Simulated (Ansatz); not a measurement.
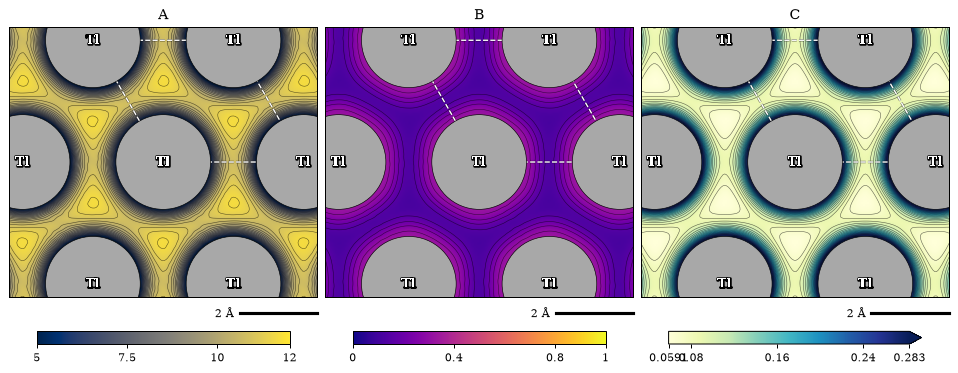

Tl: 3 fields on the (001) plane of the conventional cell, with unlabelled colour scales. Grey discs cover the atomic cores.

Space group R-3m; computed without spin polarisation.

Theory: DFT PBE, scalar-relativistic, plane waves, PAW in Ansatz 0.2.0.

Match the panels to the quantities (electron localisation function, electrostatic potential energy of an electron and valence pseudo-density).

Panel A: electrostatic potential energy of an electron (low next to the atoms, rising into the space between them). Panel B: electron localisation function. Panel C: valence pseudo-density. From the grid: Tl–Tl (3.62 Å): the density is about 0.09 e/Å³ at the midpoint; the ELF is about 0.15 at the midpoint (no shared electron pair shows on this line).
